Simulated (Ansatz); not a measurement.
**BN: density, localisation and related maps**

Input

```
crystal:
  lattice:
    - [2.5415515799, 0.0, 0.0]
    - [-1.27077579, 2.1685204268, 0.0]
    - [0.0, 0.0, 6.6612]
  atoms:
    - { symbol: B, position: [0.3333333333, 0.6666666667, 0.25] }
    - { symbol: B, position: [0.6666666667, 0.3333333333, 0.75] }
    - { symbol: "N", position: [0.3333333333, 0.6666666667, 0.75] }
    - { symbol: "N", position: [0.6666666667, 0.3333333333, 0.25] }
basis:
  ecutwfc: 420
kpoints:
  mp_grid: { grid: [12, 12, 4] }
hamiltonian:
  xc: pbe
  dispersion: d3bj
scf:
  occupations: { method: gaussian, width: 0.05 }
output:
  forces: true
  stress: true
  eigenvalues: true
  write_density: true
  write_potential: true
  elf: true
  volumetric_format: npy
```

Launched as:

```sh
ansatz run input.yaml --threads 1 --pin off --max-ram 2560MiB --backend cpu --events-out ev --progress --plain --runs-dir out
```

Below, planes, directions and counts refer to the conventional cell (a = 2.54 Å, b = 4.34 Å, c = 6.66 Å, α = 90.00°, β = 90.00°, γ = 90.00°).

Space group Cmcm; changed on purpose from its base cell (strain +0.0150 x Voigt [1, 0, 0, 0, 0, 0], atoms carried along); computed pressure about −4 GPa in this cell.

Method: DFT PBE+D3(BJ), scalar-relativistic, plane waves, PAW in Ansatz 0.2.0.

The density is the valence pseudo-density of a PAW calculation; it isn't the true density close to the nuclei.

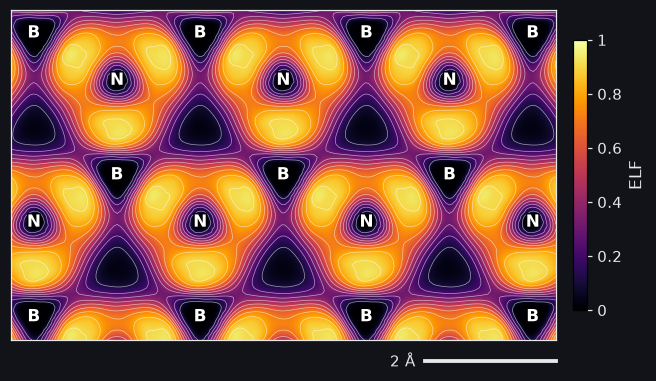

Figure 1. ELF on the (001) plane of the conventional cell.

Q: Interpret the plot.

A: The section cuts through B and N sites. B–N (1.45 Å): the ELF peaks at about 0.95 between the atoms: a polar covalent bond.

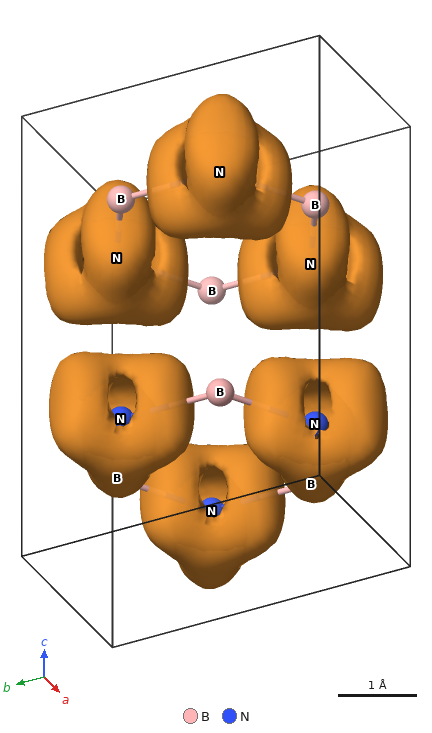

Figure 2. Isosurface of the electron localisation function at 0.75 (orange), seen at an oblique angle. Only the valence region is drawn (cores and ρ < 0.01 e/Å³ removed). Sticks mark near contacts.

Q: Where are the electrons localised?

A: The surface consists of four regions on N in which the atom's valence shell and bonds are merged, counted in one cell of 8 atoms. Regions shared between cells count once.

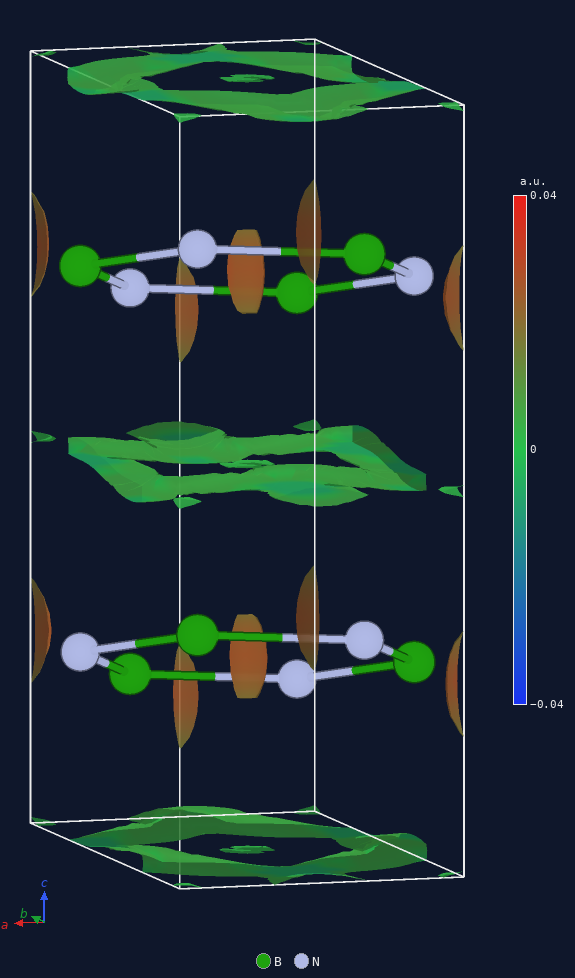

Figure 3. Non-covalent interaction (NCI) plot: the surface where the reduced density gradient is 0.4, for densities under 0.05 a.u., coloured by sign(λ₂)ρ; seen at an oblique angle.

Q: Which non-covalent interactions does the plot reveal?

A: Between B on one side and B on the other: a weak contact (green) (×4); sheets between layers or molecules: a weak contact (green) (×2); inside the ring or cage of B and N: steric crowding (red) (×4).

Q: Does the calculation give a band gap?

A: It is gapped, with a Kohn–Sham gap of 4.2 eV on the k-point mesh, an upper bound to the gap of this method.
